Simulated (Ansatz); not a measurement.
Zn36O35 (charge +2): geometry relaxation (part 2 of 4)

The same run, continued: Zn36O35 (defect cell, 71 atoms in the cell, total charge +2); DFT PBE, scalar-relativistic, plane waves, PAW, no spin polarisation (Ansatz 0.2.0); cutoff 420 eV, 2×2×2 k-mesh, Gaussian smearing of 0.01 eV. The structure derives from a Materials Project entry. It belongs to a series of runs on one base structure; here: O vacancy (site b), charge +2, atoms relaxed at the host's cell.

### The program's output, continued
```
relax step   6: F+E_penalty+E_count = -139373.07922018 eV  Δ(F+E_penalty+E_count) = -8.051e-2 eV  max|allowed force component| = 8.845e-2 eV/Å  Δτ_max = 0.1357 Å  (7 SCF iters, dr2 threshold 2.02e-5 eV, accepted)
preconditioner: auto → Resta (q_TF=auto, 2.584 Å⁻¹)  ε∞=7.6  [insulator: Δε(μ)=0.601 eV  Ē_g=12.272 eV  σ=0.010 eV  W_gap=1.00  n_scr=242 (ndim 8)  ℏωp=31.5 eV  f_vac=0.061  D(μ)=0.00/eV (n_scr^D=0)  ε∞_Penn≈7.6]
SCF 7 converged in 8 iterations: F = -139373.082085 eV  dr2 = 3.54e-8
relax step   7: F+E_penalty+E_count = -139373.08208515 eV  Δ(F+E_penalty+E_count) = -2.865e-3 eV  max|allowed force component| = 2.535e-2 eV/Å  Δτ_max = 0.0158 Å  (8 SCF iters, accepted)
SCF iter   1: F=—  HF=-139373.082078 eV  |F-HF|=—  |Δ(HF+E_count)|=         —  Δρ=3.54e-4  dr2=5.24e-4  ethr=1.02e-6  ⟨swp⟩=2.1  Hψ=6272  notcnv=0  defer=521
preconditioner: auto → Resta (q_TF=auto, 2.584 Å⁻¹)  ε∞=7.6  [insulator: Δε(μ)=0.597 eV  Ē_g=12.271 eV  σ=0.010 eV  W_gap=1.00  n_scr=242 (ndim 8)  ℏωp=31.5 eV  f_vac=0.061  D(μ)=0.00/eV (n_scr^D=0)  ε∞_Penn≈7.6]
SCF iter   2: F=—  HF=-139373.081903 eV  |F-HF|=—  |Δ(HF+E_count)|=   1.75e-4  Δρ=1.73e-4  dr2=1.27e-4  ethr=8.18e-8  ⟨swp⟩=2.5  Hψ=5194  notcnv=0  defer=521
SCF iter   3: F=—  HF=-139373.081856 eV  |F-HF|=—  |Δ(HF+E_count)|=   4.69e-5  Δρ=2.92e-5  dr2=8.15e-6  ethr=1.99e-8  ⟨swp⟩=2.0  Hψ=4879  notcnv=0  defer=521
SCF iter   4: F=—  HF=-139373.082407 eV  |F-HF|=—  |Δ(HF+E_count)|=   5.51e-4  Δρ=1.77e-5  dr2=3.27e-6  ethr=1.27e-9  ⟨swp⟩=2.0  Hψ=5167  notcnv=0  defer=521
SCF iter   5: F=—  HF=-139373.082407 eV  |F-HF|=—  |Δ(HF+E_count)|=   3.12e-7  Δρ=6.46e-6  dr2=6.97e-7  ethr=5.10e-10  ⟨swp⟩=2.0  Hψ=4819  notcnv=0  defer=521
SCF iter   6: F=—  HF=-139373.082407 eV  |F-HF|=—  |Δ(HF+E_count)|=   4.08e-8  Δρ=4.96e-6  dr2=2.15e-7  ethr=1.09e-10  ⟨swp⟩=2.0  Hψ=5144  notcnv=0  defer=521
SCF iter   7: F=-139373.082407 eV  HF=-139373.082407 eV  |F-HF|=3.32e-9  |Δ(HF+E_count)|=   6.27e-8  Δρ=1.29e-6  dr2=1.58e-8  ethr=1.56e-11  ⟨swp⟩=13.0  Hψ=22775  notcnv=0
SCF 8 converged in 7 iterations: F = -139373.082407 eV  dr2 = 1.58e-8
relax step   8: F+E_penalty+E_count = -139373.08240706 eV  Δ(F+E_penalty+E_count) = -3.219e-4 eV  max|allowed force component| = 7.135e-3 eV/Å  Δτ_max = 0.0033 Å  (7 SCF iters, accepted)
```

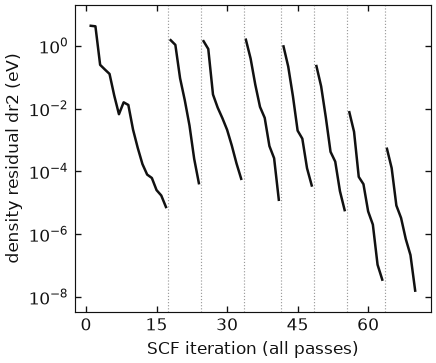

**Figure 1.** Convergence of the self-consistent field: density residual dr2 against the SCF iteration. The dotted lines part the SCF passes of the relaxation: geometry steps, rejected trials and re-solves on a re-selected basis. The 8 passes take 7 to 17 iterations each, 70 in all.

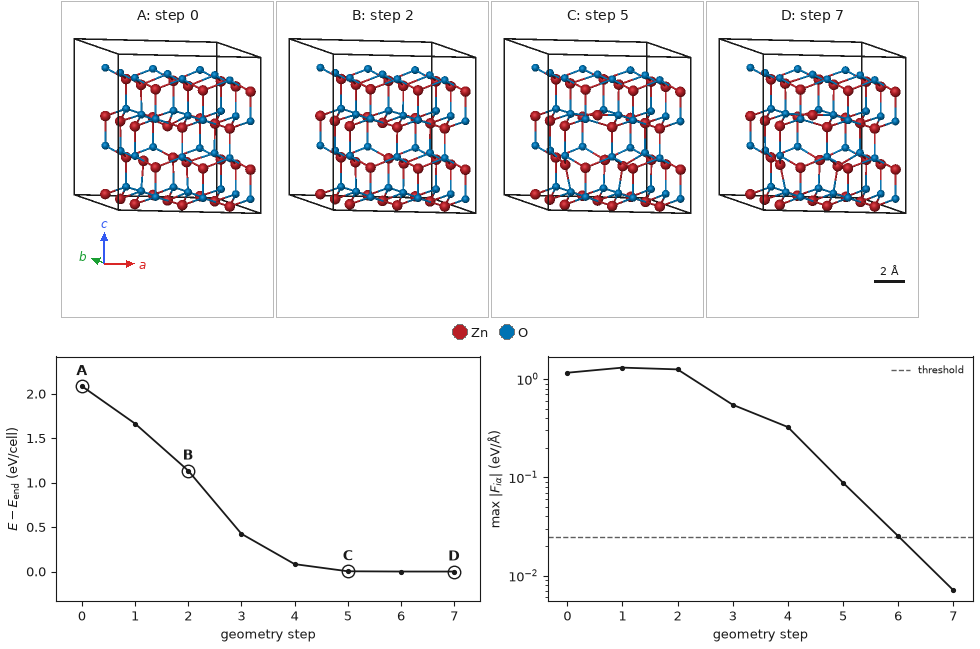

**Figure 2.** Frames of the relaxation (ball-and-stick view of the cell of the calculation (origin shifted), seen slightly off an axis) above the curves, on which the letters mark them (the first geometry is step 0 here and step 1 in the log).

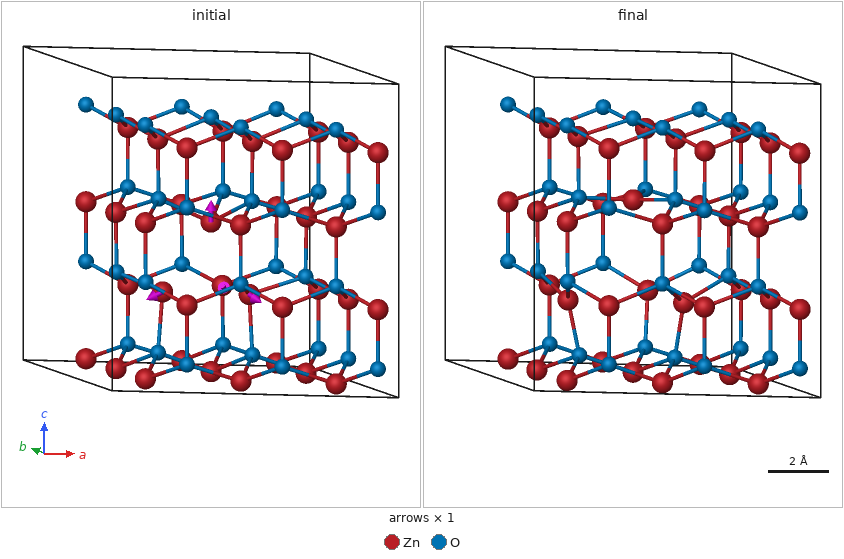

**Figure 3.** Before (left) and after (right) the relaxation, at one scale (ball-and-stick view of the cell of the calculation (origin shifted), seen slightly off an axis). The pink arrows give the displacements, at true length. After 7 geometry steps the energy has fallen by 2.086 eV per cell of the calculation. Largest force component: 1.2 eV/Å at the start, 0.0071 eV/Å at the end. The largest move is that of Zn1, 0.75 Å. Largest moves by element: Zn 0.75 Å, O 0.09 Å. The cell stays as it was. Among the contacts that change: Zn20–O55 2.051 → 1.918 Å, Zn1–O68 2.041 → 1.915 Å, Zn22–O57 2.034 → 1.918 Å, Zn1–O54 2.028 → 1.915 Å. Among the angles that change: Zn1–O54–Zn19 115.5° → 95.4°, Zn20–O48–Zn32 116.7° → 97.2°, Zn32–O50–Zn34 115.7° → 97.2°. (Atoms are counted from 1 in the order of the input.)

```
SCF converged after 7 iterations
Free energy (F): -139373.082407 eV
Harris-Foulkes:  -139373.082407 eV  (|F-HF|=3.32e-9)
Internal energy: -139373.082407 eV  (E = F + TS)
E sigma→0 (E₀):  -139373.082407 eV
Fermi energy:    6.964154 eV
--- Per-component energies (eV) ---
  E_band       = 848.778326
  E_kinetic    = 10787.872257
  E_local      = -74464.792956  (includes V_loc(G=0)·N_el)
  E_nonlocal   = 23969.580870
  E_hartree    = 30713.211828
  E_xc         = -7458.596518
  E_vxc        = -5087.433308  (∫ρ·V_xc dr)
  E_paw        = -71481.519107  (= ΣΔE_a)
  E_vpaw       = -15782.943484  (= ΣTr[D̂ρ^β])
  E_aug_tail   = 0.072501  (compensation charges beyond the density's cutoff)
  E_ewald      = -51438.911281
  E_smearing   = -0.000000  (= −TS)
  E_closure    = 0.000000  (closes the sum)
  E_deformation_potential = 26.930567  (in the stress; not in F)
  Σ components = -139373.082407   (vs F -139373.082407, Δ=0.00e0)
--- Forces (eV/Å), atoms counted from 1 ---
  atom   1  Zn     0.00000258    -0.00001259     0.00461587
  atom   2  Zn     0.00001360     0.00005683     0.00438644
  atom   3  Zn    -0.00101835     0.00157525    -0.00071031
  atom   4  Zn     0.00070655    -0.00057349     0.00126136
  atom   5  Zn     0.00096303    -0.00159975    -0.00060944
  atom   6  Zn    -0.00020874     0.00096629     0.00125921
  atom   7  Zn     0.00112177     0.00163779    -0.00070245
  atom   8  Zn    -0.00078377    -0.00061199     0.00133037
  atom   9  Zn     0.00007374    -0.00001977     0.00076752
  atom  10  Zn    -0.00002840     0.00003308     0.00197992
  atom  11  Zn     0.00187772    -0.00003323    -0.00067404
  atom  12  Zn    -0.00083276    -0.00027723     0.00125240
  atom  13  Zn    -0.00086571    -0.00171414    -0.00057314
  atom  14  Zn     0.00018045     0.00103516     0.00129503
  atom  15  Zn    -0.00183689     0.00003447    -0.00068288
  atom  16  Zn     0.00078662    -0.00028595     0.00122502
  atom  17  Zn     0.00003582    -0.00000490     0.00038778
  atom  18  Zn     0.00001575     0.00001752     0.00008892
  atom  19  Zn    -0.00155973     0.00093427    -0.00098697
  atom  20  Zn    -0.00029277    -0.00000903    -0.00035945
  atom  21  Zn     0.00154806     0.00092939    -0.00094345
  atom  22  Zn     0.00027259     0.00001745    -0.00032688
  atom  23  Zn    -0.00000374    -0.00085350     0.00173742
  atom  24  Zn     0.00000196    -0.00010884    -0.00223044
  atom  25  Zn    -0.00004258     0.00014287     0.00077672
  atom  26  Zn    -0.00007844    -0.00061273    -0.00158966
  atom  27  Zn     0.00014066    -0.00003926     0.00070351
  atom  28  Zn    -0.00059722     0.00034144    -0.00148421
  atom  29  Zn     0.00076573     0.00047175     0.00168874
  atom  30  Zn    -0.00009082    -0.00007080    -0.00218581
  atom  31  Zn    -0.00015468    -0.00000139     0.00074497
  atom  32  Zn     0.00058396     0.00039359    -0.00155306
  atom  33  Zn     0.00000054    -0.00180596    -0.00097290
  atom  34  Zn     0.00002551    -0.00029808    -0.00032178
  atom  35  Zn    -0.00078398     0.00047965     0.00164244
  atom  36  Zn     0.00009095    -0.00006033    -0.00211930
  atom  37  O     -0.00001145    -0.00009666    -0.00713562
  atom  38  O     -0.00060048    -0.00188718     0.00261678
  atom  39  O     -0.00070750     0.00010951    -0.00101206
  atom  40  O     -0.00192240     0.00056680     0.00255204
  atom  41  O     -0.00026669    -0.00072026    -0.00103369
  atom  42  O      0.00054367    -0.00194151     0.00267692
  atom  43  O      0.00072173     0.00013085    -0.00102670
  atom  44  O     -0.00003141     0.00007534    -0.00014486
  atom  45  O      0.00003704    -0.00006045    -0.00108109
  atom  46  O     -0.00132681     0.00140194     0.00259306
  atom  47  O      0.00050791     0.00059617    -0.00106530
  atom  48  O      0.00191444     0.00065874     0.00251975
  atom  49  O      0.00027219    -0.00070528    -0.00102092
  atom  50  O      0.00129283     0.00142128     0.00255117
  atom  51  O     -0.00046650     0.00058410    -0.00101300
  atom  52  O     -0.00000318     0.00004252     0.00065407
  atom  53  O      0.00003950    -0.00006791     0.00025105
  atom  54  O     -0.00116959     0.00057148    -0.00137621
  atom  55  O     -0.00095111     0.00050164    -0.00159074
  atom  56  O      0.00106211     0.00053467    -0.00123566
  atom  57  O      0.00096090     0.00054071    -0.00168552
  atom  58  O     -0.00001307     0.00018300    -0.00223426
  atom  59  O      0.00002965    -0.00061399     0.00134785
  atom  60  O      0.00000770     0.00027842    -0.00073157
  atom  61  O      0.00007631     0.00016854     0.00117598
  atom  62  O      0.00019907    -0.00015678    -0.00086262
  atom  63  O      0.00014309    -0.00012011     0.00120200
  atom  64  O     -0.00015150    -0.00009471    -0.00213826
  atom  65  O      0.00053688     0.00033437     0.00134463
  atom  66  O     -0.00021212    -0.00019259    -0.00084689
  atom  67  O     -0.00007101    -0.00015010     0.00121280
  atom  68  O     -0.00001478    -0.00112302    -0.00110653
  atom  69  O     -0.00000694    -0.00114930    -0.00170992
  atom  70  O      0.00005353    -0.00003061    -0.00211799
  atom  71  O     -0.00050035     0.00033761     0.00132435
  max |Σ_I F_I| component: 2.95e-5 eV/Å
--- Charged-cell corrections in eV (Makov–Payne, q = +2.000 e, ε = [10.553, 10.553, 11.588]) ---
  F (periodic)     = -139373.082407  (uncorrected; the corrections below are reported, never added to it)
  E_corr1          = +0.784814  (monopole, q²α_M/2ε̄L, of the cell on which ε is isotropic)
  F Makov-Payne    = -139372.297593  (F + E_corr1; no measured alignment; for a localised charge, not one spread in a band: unchecked)
  no potential alignment in this run, which stands beside a crystal: run the host's input off ansatz write-host-input, and read the two finished runs by ansatz place-levels (neither reads a slab, a wire or a sheet, whose cell leaves a vacuum)
--- Band table (eV; the first three rows and the last of 8) ---
  k-point 0: bands = ["-11.2570", "-10.9496", "-10.9496", "-10.9452", "-10.9331", "-10.8842", "-10.8842", "-10.7458", "-10.7149", "-10.7149", ... 181 levels left out ..., "2.4139", "2.4155", "2.4282", "2.4282", "2.4373", "2.4374", "2.4627", "2.4627", "2.4648", "2.5102", "2.5102", "2.5142", "2.5317", "2.5317", "2.5320", "2.6074", "2.6074", "2.6340", "2.6340", "2.6385", "2.6549", "2.6924", "2.7265", "2.7265", "2.7265", "2.8498", "2.8498", "2.8841", "2.8954",
      "2.8954", "2.9104", "2.9694", "2.9848", "2.9848", "3.0670", "3.1445", "3.1445", "3.2123", "3.2413", "3.2646", "3.2646", "3.4077", "3.4318", "3.4318", "3.5081", "3.5817", "3.5817", "3.6103", "3.6617", "3.6617", "3.6640", "3.6808", "3.6808", "3.7100", "3.7100", "3.7303", "3.7742", "3.8234", "3.8234", "4.0530", "4.0530", "4.1469", "4.1469", "4.2775", "4.3547", "4.4054", "4.4054", "4.4372", "4.4972",
      "4.4973", "4.5414", "4.5640", "4.7940", "4.7940", "4.8270", "4.8728", "4.8728", "4.9168", "4.9268", "4.9268", "4.9484", "5.0666", "5.0666", "5.1738", "5.2284", "5.2284", "5.2536", "5.2536", "5.3307", "5.3307", "5.3378", "5.3574", "5.3574", "5.3779", "5.4008", "5.4280", "5.4280", "5.4295", "5.4687", "5.4882", "5.4883", "5.4986", "5.5074", "5.5074", "5.5157", "5.5708", "5.5727", "5.5727", "5.6373",
      "5.7350", "5.7350", "5.8742", "5.8742", "5.8920", "5.8920", "5.9367", "5.9367", "5.9597", "6.0275", "6.1237", "6.1277", "6.1277", "6.2182", "6.2182", "6.3155", "6.3155", "6.5485", "6.6653", "6.6653", "7.2629", "9.3691", "9.8332", "10.1528", "10.4251", "10.4251", "10.8343", "10.8416", "10.8416", "11.1119", "11.3456", "11.5764", "11.5765", "11.7670", "11.8181", "11.8181", "11.8453", "11.9090", "11.9091", "11.9419",
      "11.9419", "11.9500", "12.7376", "12.7376", "13.1889", "13.7488", "13.7939", "13.7939", "14.0334", "14.0722", "14.0722", "14.0991", "14.1151", "14.1728", "14.1728", "14.3844", "14.4482", "14.4482", "14.4584", "14.5169", "14.5169", "14.5269", "14.5269", "14.5556", "14.6834", "14.6834", "14.6963", "14.7511", "14.7511", "14.8441", "14.8441", "14.9702", "14.9954", "14.9955", "15.0962", "15.2231", "15.2231", "15.2622", "15.3282", "15.3641",
      "15.3641", "15.4235", "15.4476", "15.4477", "15.4636", "15.4957", "15.4957", "15.5403", "15.5616", "15.5786", "15.5786"]
```
